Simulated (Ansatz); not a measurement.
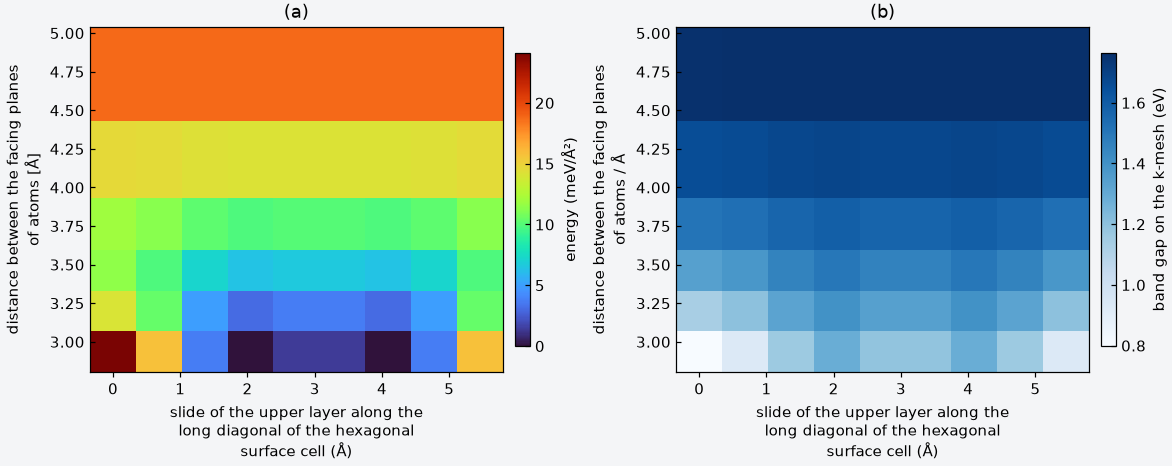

A bilayer of two PtS₂ sheets (1T type), the upper one turned by 180 degrees about the normal (6 atoms in the cell). The upper layer of a bilayer is slid along a line and lifted, both layers rigid. The first coordinate is: slide of the upper layer along the long diagonal of the hexagonal surface cell, from S4 above S3; the second: distance between the facing planes of atoms. The scan uses a 9 × 6 grid; 30 points were computed and 24 follow by symmetry. Points are written as (first, second). Energies are in meV/Å², from the lowest grid point. Computed with DFT PBE+D3(BJ), scalar-relativistic, plane waves, PAW (Ansatz 0.2.0). Settings: cutoff 420 eV, k-mesh 9×9×1, gaussian smearing 0.05 eV, no spin polarisation.

Panel (a) is the energy and panel (b) the computed band gap on the k-mesh on the same grid.

Drawn: one coloured cell a grid point.

### How does the band gap on the k-mesh vary over the map, and what is it at the lowest grid point?

It runs from 0.80 eV at (0.00 Å, 2.94 Å) to 1.76 eV at (2.04 Å, 4.74 Å). At the lowest grid point, (2.04 Å, 2.94 Å), it is 1.29 eV. That point lies on the edge of the scan.

PAW datasets: the set soft_1.
